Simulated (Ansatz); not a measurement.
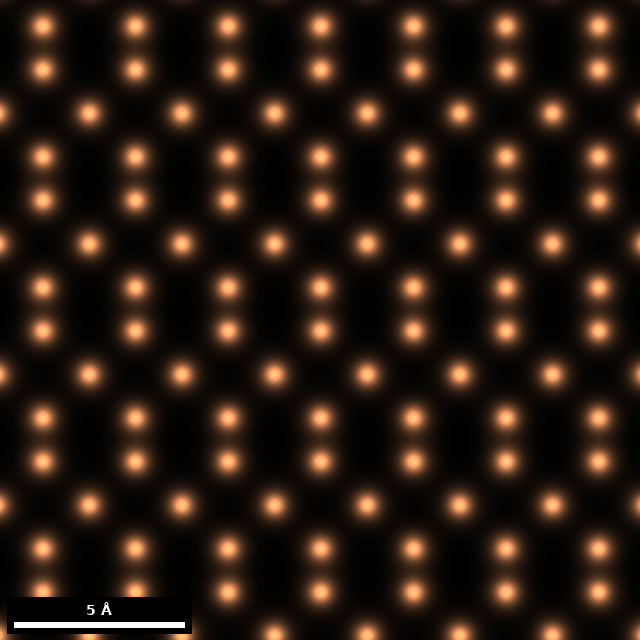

Projected-potential map of Rh (P6/mmm, No. 191) along [100]. Computed as the sum of neutral-atom potentials (tabulated electron scattering factors, B = 0.8 Å²) projected along the beam and smoothed by 0.25 Å; brighter is more positive. Structure: coordinates from a relaxation with DFT, BLYP, plane waves (420 eV) with PAW, scalar-relativistic (Ansatz 0.2.0); the starting structure was generated, so it need not be a known form of this composition.

Question: What can be read from this image?

Answer: The columns repeat on a rectangular net of 2.71 × 3.83 Å (plane group p2mm). All columns are alike (Rh). The shortest distance between visible columns is 1.28 Å in projection. Along the beam the structure repeats every 4.42 Å.

Question: What mean inner potential do neutral atoms give for this crystal?

Answer: About 29 V (the sum of the forward scattering factors over the cell volume; bonding usually lowers the true value).
